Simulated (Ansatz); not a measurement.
# Tungsten, bcc under PBE: testing the Fermi-Dirac smearing

How small must the Fermi-Dirac smearing width be for energy and pressure to settle? The geometry was relaxed under PBE beforehand and stays fixed; 6 values are run, from 0.01 to 1.0 eV. Wanted are the values from which on the energy stays within 10 and 1 meV/atom, and the pressure within 0.5 GPa, of the narrowest run. Within the series other settings stay, but some runs also write fields, which adds to their time. Spin polarisation is left out.

Program: Ansatz 0.2.0. Level of theory: DFT PBE, plane waves with PAW, scalar-relativistic. These are calculated values, not measurements.

### 1 The structure to begin with

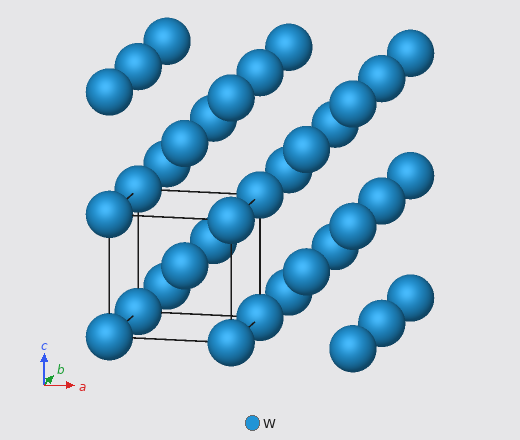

The structure, seen slightly off an axis (tungsten blue). 2×2×2 conventional cells are drawn; the run uses a primitive one. Any atoms on the faces are drawn again on the opposite ones.

As a file:

```cif
data_structure
_symmetry_space_group_name_H-M 'P 1'
_symmetry_Int_Tables_number 1
_cell_length_a 2.7577
_cell_length_b 2.7577
_cell_length_c 2.7577
_cell_angle_alpha 109.471
_cell_angle_beta 109.471
_cell_angle_gamma 109.471
_cell_volume 16.14
loop_
_atom_site_label
_atom_site_type_symbol
_atom_site_fract_x
_atom_site_fract_y
_atom_site_fract_z
_atom_site_occupancy
W1 W 0.00000 0.00000 0.00000 1
```

### 2 With a width of 0.01 eV

The run at 0.01 eV.

The input, input.yaml:

```yaml
crystal:
  lattice:
    - [-1.5921723362, 1.5921723362, 1.5921723362]
    - [1.5921723362, -1.5921723362, 1.5921723362]
    - [1.5921723362, 1.5921723362, -1.5921723362]
  atoms:
    - { symbol: W, position: [0.0, 0.0, 0.0] }
hamiltonian:
  xc: pbe
  pseudopotentials:
    kind: paw
    azcp:
      W: "pseudopotentials/W.paw.azcp"
basis:
  ecutwfc: 420
  fft_grid_basis: typed
kpoints:
  mp_grid: { grid: [14, 14, 14], shift: [0, 0, 0] }
magnetization:
  spin_polarized: false
scf:
  occupations: { method: fermi_dirac, width: 0.01 }
  lower_state_search: "off"
output:
  stress: true
```

Run with:

```bash
$ ansatz run input.yaml --threads 1 --pin off --max-ram 3584MiB --backend cpu --events-out ev --progress --plain --runs-dir out
```

Standard output, cut to the lines that bear on the results:

```text
[...]
Pseudopotentials: kind: paw
Pseudopotential: W, paw, valence charge 14, recommended cutoff 420 eV (normal), <dir>
Functional definition: PBE
[...]
Crystal: 1 atoms, lattice volume = 16.145 Å³
Basis set: ecut = 420 eV, 321 PW (Γ)
Bands: 11, of which v1, the nominal top of the filled ones, is band 7 counted from 1 (6 counted from 0)
Symmetry: 48 space group operations
Space group: Im-3m (ITA 229), of the structure as read, at distance tolerance 2.5e-5 Å
k-points: 104 of 2744
[...]
SCF iter   1: F=—  HF=-10384.815687 eV  |F-HF|=—  |Δ(HF+E_count)|=         —  Δρ=2.05e-3  dr2=2.97e-4  ethr=1.77e-3  ⟨swp⟩=5.8  Hψ=6296  notcnv=0
[...]
SCF iter   6: F=-10384.815450 eV  HF=-10384.815450 eV  |F-HF|=1.02e-8  |Δ(HF+E_count)|=   3.73e-8  Δρ=9.96e-6  dr2=1.22e-8  ethr=6.44e-10  ⟨swp⟩=2.0  Hψ=4084  notcnv=0
[...]
SCF converged after 6 iterations
Free energy (F): -10384.815450 eV
[...]
E sigma→0 (E₀):  -10384.815326 eV
Entropy (-TS):   -0.000248 eV (-0.248 meV/atom)
Fermi energy:    22.253499 eV
[...]
--- Stress (GPa, compression-positive) ---
        0.371464      -0.000000       0.000000
        0.000000       0.371464       0.000000
       -0.000000       0.000000       0.371464
  P = ⅓ Tr σ = 0.3715 GPa (3.715 kbar)
```

Run time: 1.3 s. Hardware: 1 thread of Intel Xeon Platinum 8259CL at 2.50GHz (Skylake/Cascade Lake), shared host; peak memory 0.46 GiB.

### 3 With a width of 0.03 eV

The run at 0.03 eV.

input.yaml: that of step 2 with these lines changed.

```diff
@@ -21,3 +21,3 @@
 scf:
-  occupations: { method: fermi_dirac, width: 0.01 }
+  occupations: { method: fermi_dirac, width: 0.03 }
   lower_state_search: "off"
```

Run with:

```bash
$ ansatz run input.yaml --threads 1 --pin off --max-ram 3584MiB --backend cpu --events-out ev --progress --plain --runs-dir out
```

Standard output, cut to the lines that bear on the results:

```text
[...]
[... 3 set-up lines as earlier in the session ...]
[...]
Crystal: 1 atoms, lattice volume = 16.145 Å³
Basis set: ecut = 420 eV, 321 PW (Γ)
Bands: 11, of which v1, the nominal top of the filled ones, is band 7 counted from 1 (6 counted from 0)
[... 2 set-up lines as earlier in the session ...]
k-points: 104 of 2744
[...]
SCF iter   1: F=—  HF=-10384.816632 eV  |F-HF|=—  |Δ(HF+E_count)|=         —  Δρ=1.97e-3  dr2=2.62e-4  ethr=1.77e-3  ⟨swp⟩=5.3  Hψ=6188  notcnv=0
[...]
SCF iter   6: F=-10384.816408 eV  HF=-10384.816408 eV  |F-HF|=1.46e-8  |Δ(HF+E_count)|=   5.03e-8  Δρ=1.19e-5  dr2=1.75e-8  ethr=7.14e-10  ⟨swp⟩=4.0  Hψ=3310  notcnv=0
[...]
SCF converged after 6 iterations
Free energy (F): -10384.816408 eV
[...]
E sigma→0 (E₀):  -10384.815311 eV
Entropy (-TS):   -0.002194 eV (-2.194 meV/atom)
Fermi energy:    22.248938 eV
[...]
--- Stress (GPa, compression-positive) ---
        0.299105      -0.000000       0.000000
       -0.000000       0.299105       0.000000
       -0.000000       0.000000       0.299105
  P = ⅓ Tr σ = 0.2991 GPa (2.991 kbar)
```

Wall time 1.6 s (1 thread of Intel Xeon Platinum 8259CL at 2.50GHz (Skylake/Cascade Lake), shared host); peak memory 0.46 GiB.

### 4 With a width of 0.2 eV

The run at 0.2 eV.

input.yaml: that of step 3 with these lines changed.

```diff
@@ -21,3 +21,3 @@
 scf:
-  occupations: { method: fermi_dirac, width: 0.03 }
+  occupations: { method: fermi_dirac, width: 0.2 }
   lower_state_search: "off"
@@ -25 +25,5 @@
   stress: true
+  write_density: true
+  write_potential: true
+  elf: true
+  volumetric_format: npy
```

Run with:

```bash
$ ansatz run input.yaml --threads 1 --pin off --max-ram 3584MiB --backend cpu --events-out ev --progress --plain --runs-dir out
```

Standard output, cut to the lines that bear on the results:

```text
[...]
[... 3 set-up lines as earlier in the session ...]
[...]
Crystal: 1 atoms, lattice volume = 16.145 Å³
Basis set: ecut = 420 eV, 321 PW (Γ)
Bands: 11, of which v1, the nominal top of the filled ones, is band 7 counted from 1 (6 counted from 0)
[... 2 set-up lines as earlier in the session ...]
k-points: 104 of 2744
[...]
SCF iter   1: F=—  HF=-10384.852673 eV  |F-HF|=—  |Δ(HF+E_count)|=         —  Δρ=1.69e-3  dr2=2.24e-4  ethr=1.77e-3  ⟨swp⟩=5.0  Hψ=6040  notcnv=0
[...]
SCF iter   6: F=-10384.852360 eV  HF=-10384.852360 eV  |F-HF|=6.02e-10  |Δ(HF+E_count)|=   1.94e-8  Δρ=2.35e-6  dr2=7.42e-10  ethr=3.25e-10  ⟨swp⟩=5.5  Hψ=6131  notcnv=0
[...]
SCF converged after 6 iterations
Free energy (F): -10384.852360 eV
[...]
E sigma→0 (E₀):  -10384.818141 eV
Entropy (-TS):   -0.068439 eV (-68.439 meV/atom)
Fermi energy:    22.157674 eV
[...]
--- Stress (GPa, compression-positive) ---
        0.008943       0.000000       0.000000
       -0.000000       0.008943      -0.000000
       -0.000000      -0.000000       0.008943
  P = ⅓ Tr σ = 0.0089 GPa (0.089 kbar)
--- Band table (eV; the first three rows and the last of 104) ---
  k-point 0: bands = ["-51.9645", "-15.5920", "-15.5920", "-15.5920", "12.6296", "20.9526", "20.9526", "20.9526", "24.3692", "24.3692", "36.6262"]
[...]
```

Wall time 2.2 s (1 thread of Intel Xeon Platinum 8259CL at 2.50GHz (Skylake/Cascade Lake), shared host); peak memory 0.47 GiB.

### 5 With a width of 0.3 eV

The run at 0.3 eV.

input.yaml: that of step 4 with these lines changed.

```diff
@@ -21,3 +21,3 @@
 scf:
-  occupations: { method: fermi_dirac, width: 0.2 }
+  occupations: { method: fermi_dirac, width: 0.3 }
   lower_state_search: "off"
```

Run with:

```bash
$ ansatz run input.yaml --threads 1 --pin off --max-ram 3584MiB --backend cpu --events-out ev --progress --plain --runs-dir out
```

Standard output, cut to the lines that bear on the results:

```text
[...]
[... 3 set-up lines as earlier in the session ...]
[...]
Crystal: 1 atoms, lattice volume = 16.145 Å³
Basis set: ecut = 420 eV, 321 PW (Γ)
Bands: 11, of which v1, the nominal top of the filled ones, is band 7 counted from 1 (6 counted from 0)
[... 2 set-up lines as earlier in the session ...]
k-points: 104 of 2744
[...]
SCF iter   1: F=—  HF=-10384.896344 eV  |F-HF|=—  |Δ(HF+E_count)|=         —  Δρ=2.06e-3  dr2=4.57e-4  ethr=1.77e-3  ⟨swp⟩=5.0  Hψ=5991  notcnv=0
[...]
SCF iter   6: F=-10384.895947 eV  HF=-10384.895947 eV  |F-HF|=1.46e-11  |Δ(HF+E_count)|=  9.39e-10  Δρ=3.50e-7  dr2=1.25e-11  ethr=2.17e-11  ⟨swp⟩=4.9  Hψ=6067  notcnv=0
[...]
SCF converged after 6 iterations
Free energy (F): -10384.895947 eV
[...]
E sigma→0 (E₀):  -10384.815058 eV
Entropy (-TS):   -0.161778 eV (-161.778 meV/atom)
Fermi energy:    22.110117 eV
[...]
--- Stress (GPa, compression-positive) ---
        0.337549      -0.000000       0.000000
        0.000000       0.337549       0.000000
        0.000000       0.000000       0.337549
  P = ⅓ Tr σ = 0.3375 GPa (3.375 kbar)
--- Band table (eV; the first three rows and the last of 104) ---
  k-point 0: bands = ["-51.9513", "-15.5803", "-15.5803", "-15.5803", "12.6298", "20.9583", "20.9583", "20.9583", "24.3749", "24.3749", "36.6256"]
[...]
```

Wall time 3 s (1 thread of Intel Xeon Platinum 8259CL at 2.50GHz (Skylake/Cascade Lake), shared host); peak memory 0.47 GiB.

### 6 With a width of 0.6 eV

The run at 0.6 eV.

input.yaml: that of step 5 with these lines changed.

```diff
@@ -21,3 +21,3 @@
 scf:
-  occupations: { method: fermi_dirac, width: 0.3 }
+  occupations: { method: fermi_dirac, width: 0.6 }
   lower_state_search: "off"
@@ -25,5 +25 @@
   stress: true
-  write_density: true
-  write_potential: true
-  elf: true
-  volumetric_format: npy
```

Run with:

```bash
$ ansatz run input.yaml --threads 1 --pin off --max-ram 3584MiB --backend cpu --events-out ev --progress --plain --runs-dir out
```

Standard output, cut to the lines that bear on the results:

```text
band count auto-derived: 12 (N_el = 14.0; filled up to band 7; 11 by the electrons, moments and atoms)
[...]
[... 3 set-up lines as earlier in the session ...]
[...]
Crystal: 1 atoms, lattice volume = 16.145 Å³
Basis set: ecut = 420 eV, 321 PW (Γ)
Bands: 12, of which v1, the nominal top of the filled ones, is band 7 counted from 1 (6 counted from 0)
[... 2 set-up lines as earlier in the session ...]
k-points: 104 of 2744
[...]
SCF iter   1: F=—  HF=-10385.185337 eV  |F-HF|=—  |Δ(HF+E_count)|=         —  Δρ=5.81e-3  dr2=4.54e-3  ethr=1.77e-3  ⟨swp⟩=5.0  Hψ=6203  notcnv=0
[...]
SCF iter   6: F=-10385.183636 eV  HF=-10385.183636 eV  |F-HF|=7.28e-12  |Δ(HF+E_count)|=  3.98e-10  Δρ=5.94e-7  dr2=2.02e-11  ethr=5.99e-12  ⟨swp⟩=1.0  Hψ=3274  notcnv=0
[...]
SCF converged after 6 iterations
Free energy (F): -10385.183636 eV
[...]
E sigma→0 (E₀):  -10384.752389 eV
Entropy (-TS):   -0.862495 eV (-862.495 meV/atom)
Fermi energy:    22.084914 eV
[...]
--- Stress (GPa, compression-positive) ---
        4.336740      -0.000000      -0.000000
        0.000000       4.336740       0.000000
        0.000000       0.000000       4.336740
  P = ⅓ Tr σ = 4.3367 GPa (43.367 kbar)
```

Wall time 2 s (1 thread of Intel Xeon Platinum 8259CL at 2.50GHz (Skylake/Cascade Lake), shared host); peak memory 0.46 GiB.

### 7 With a width of 1.0 eV

The run at 1.0 eV.

input.yaml: that of step 6 with these lines changed.

```diff
@@ -21,3 +21,3 @@
 scf:
-  occupations: { method: fermi_dirac, width: 0.6 }
+  occupations: { method: fermi_dirac, width: 1.0 }
   lower_state_search: "off"
```

Run with:

```bash
$ ansatz run input.yaml --threads 1 --pin off --max-ram 3584MiB --backend cpu --events-out ev --progress --plain --runs-dir out
```

Standard output, cut to the lines that bear on the results:

```text
band count auto-derived: 14 (N_el = 14.0; filled up to band 7; 11 by the electrons, moments and atoms)
[...]
[... 3 set-up lines as earlier in the session ...]
[...]
Crystal: 1 atoms, lattice volume = 16.145 Å³
Basis set: ecut = 420 eV, 321 PW (Γ)
Bands: 14, of which v1, the nominal top of the filled ones, is band 7 counted from 1 (6 counted from 0)
[... 2 set-up lines as earlier in the session ...]
k-points: 104 of 2744
[...]
SCF iter   1: F=—  HF=-10386.047127 eV  |F-HF|=—  |Δ(HF+E_count)|=         —  Δρ=1.53e-2  dr2=2.99e-2  ethr=1.77e-3  ⟨swp⟩=5.1  Hψ=6846  notcnv=0
[...]
SCF iter   6: F=-10386.036951 eV  HF=-10386.036951 eV  |F-HF|=3.64e-11  |Δ(HF+E_count)|=   1.53e-9  Δρ=1.24e-6  dr2=7.73e-11  ethr=1.86e-11  ⟨swp⟩=1.6  Hψ=4294  notcnv=0
[...]
SCF converged after 6 iterations
Free energy (F): -10386.036951 eV
[...]
E sigma→0 (E₀):  -10384.630165 eV
Entropy (-TS):   -2.813574 eV (-2813.574 meV/atom)
Fermi energy:    22.146977 eV
[...]
--- Stress (GPa, compression-positive) ---
       16.553708       0.000000      -0.000000
       -0.000000      16.553708       0.000000
       -0.000000       0.000000      16.553708
  P = ⅓ Tr σ = 16.5537 GPa (165.537 kbar)
```

Run time: 1.9 s. Hardware: 1 thread of Intel Xeon Platinum 8259CL at 2.50GHz (Skylake/Cascade Lake), shared host; peak memory 0.47 GiB.

### 8 Convergence table

Differences are taken from the run at 0.01 eV.

```
smearing (eV)  F (meV/atom)  E(σ → 0) (meV/atom)  P (GPa)  SCF cycles  CPU time
         0.01          0.00                 0.00     0.37           6     1.3 s
         0.03         -0.96                 0.02     0.30           6     1.6 s
          0.2        -36.91                -2.81     0.01           6     2.2 s
          0.3        -80.50                 0.27     0.34           6       3 s
          0.6       -368.19                62.94     4.34           6       2 s
          1.0      -1221.50               185.16    16.55           6     1.9 s
```

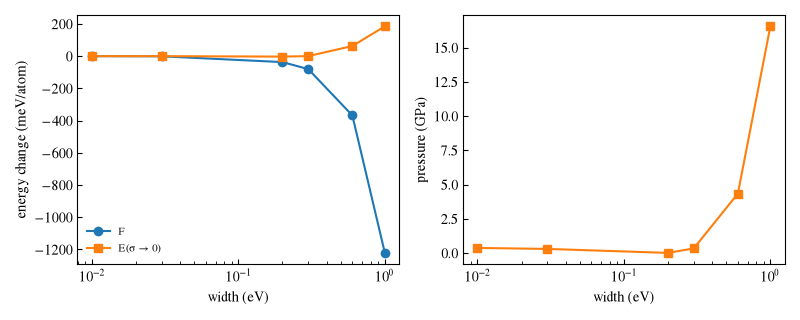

Energy and pressure against the Fermi-Dirac smearing width.

### 9 Outcome

| quantity | value |
| --- | --- |
| E(σ → 0) stays within 10 meV/atom of 0.01 eV | up to 0.3 eV |
| E(σ → 0) stays within 1 meV/atom | up to 0.03 eV |
| pressure stays within 0.5 GPa | up to 0.3 eV |
| pressure at 0.01 eV | 0.37 GPa |
| energy of a separate run on a finer mesh (23×23×23) | -9.5 meV/atom from 0.01 eV |

What this shows: The far end, 1.0 eV, lies +185.2 meV/atom and +16.2 GPa from the yardstick. The free energy F moves by -1221.5 meV/atom over the range, and the estimate for σ → 0 by +185.2. With this scheme F falls about as the square of the width. The mesh (14×14×14) is fixed, so the narrowest widths carry a k-point error of their own. The yardstick itself is unsettled by 9.5 meV/atom against the finer mesh, so the thresholds above hold only within this series, and wider smearing, which averages over more states, can land nearer the fine-mesh value than the narrowest does.
